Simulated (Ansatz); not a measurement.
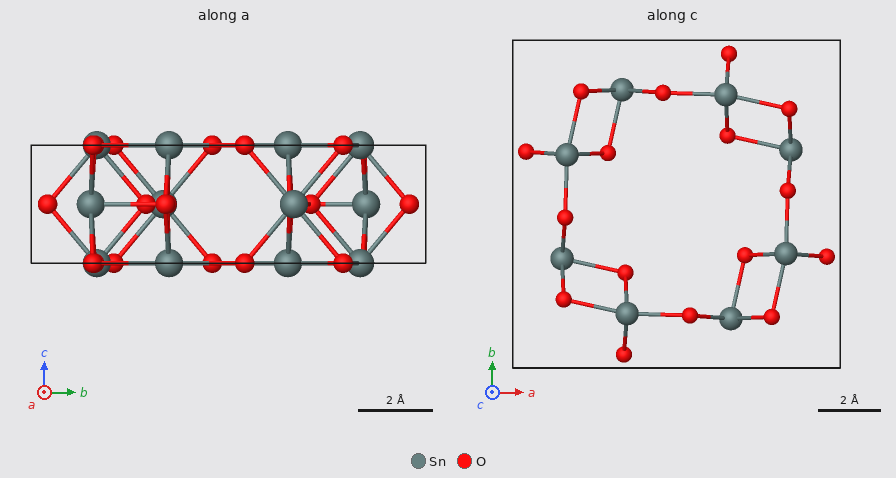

Crystal structure, ball-and-stick style, seen along the a axis and along the c axis. The conventional unit cell is outlined; an atom on or near a face, edge or corner is repeated at each equivalent position.

SnO2, space group I4/m (No. 87), a = 10.68 Å, b = 10.68 Å, c = 3.20 Å, α = 90.00°, β = 90.00°, γ = 90.00°.

Setup: DFT, PBEsol, plane waves, PAW (Ansatz 0.2.0); an energy cutoff of 420 eV, k-points about 0.34 Å⁻¹ apart, no spin polarisation.

> Is the electronic structure metallic or gapped?

A semiconductor at this level, with a gap of 1.91 eV, indirect; the smallest direct gap is 2.09 eV.

> How large is ε∞?

ε∞ averages 3.7.

The structure was taken from a structure listed in the Materials Project. Earlier steps of the study, as a rule a relaxation of our own, may have changed the cell and positions, so they can lie some per cent off the listed ones. It was the input of a calculation with Ansatz.
